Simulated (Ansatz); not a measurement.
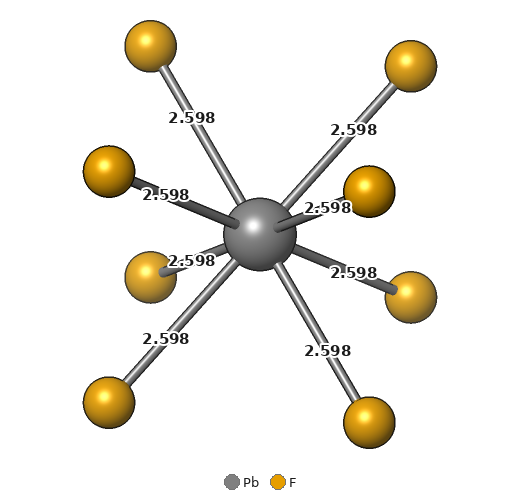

The surroundings of site Pb1 (at 0.000, 0.000, 0.000) in PbF$_{2}$ (Fm-3m, No. 225), with bond lengths in Å.

Origin of the cell: the geometry relaxed with DFT, PBE, PAW with Ansatz's default frozen-core files, scalar-relativistic (Ansatz); the starting structure was generated, so it need not be a known form of this composition.

```yaml
crystal:
  lattice:
    - [6.00000, 0.00000, 0.00000]
    - [0.00000, 6.00000, 0.00000]
    - [0.00000, 0.00000, 6.00000]
  atoms:
    - { symbol: Pb, position: [0.00000, 0.00000, 0.00000] }
    - { symbol: F, position: [0.25000, 0.75000, 0.75000] }
    - { symbol: F, position: [0.25000, 0.25000, 0.75000] }
    - { symbol: Pb, position: [0.00000, 0.50000, 0.50000] }
    - { symbol: F, position: [0.25000, 0.25000, 0.25000] }
    - { symbol: F, position: [0.25000, 0.75000, 0.25000] }
    - { symbol: Pb, position: [0.50000, 0.00000, 0.50000] }
    - { symbol: F, position: [0.75000, 0.75000, 0.25000] }
    - { symbol: F, position: [0.75000, 0.25000, 0.25000] }
    - { symbol: Pb, position: [0.50000, 0.50000, 0.00000] }
    - { symbol: F, position: [0.75000, 0.25000, 0.75000] }
    - { symbol: F, position: [0.75000, 0.75000, 0.75000] }
```

Bond valence s = exp((R0 − d)/b), R0 fitted to published crystal structures with b = 0.37 Å, summed over all anions within 5 Å; R0 in Å: Pb2+–F 2.042; Pb4+–F 1.965.

**Which oxidation state of Pb do these bonds support?**

With the Pb2+ parameters the computed sum is 8 × 0.223 = 1.78. With the Pb4+ parameters the computed sum is 8 × 0.181 = 1.45. The sum matches its own assumption best for Pb2+, which also balances the formula's charge.

**And over the whole structure?**

| site | x, y, z | formal valence | bond-valence sum | difference |
| --- | --- | --- | --- | --- |
| Pb1 | 0.000, 0.000, 0.000 | +2 | 1.79 | -0.21 |
| F1 | 0.250, 0.750, 0.750 | −1 | 0.89 | -0.11 |

These sums include all anions within 5 Å. The global instability index (root mean square of the differences over all atoms) is 0.15 v.u.: moderate strain, common in real structures. Cells relaxed with PBE tend to have slightly long bonds, which lowers the sums.
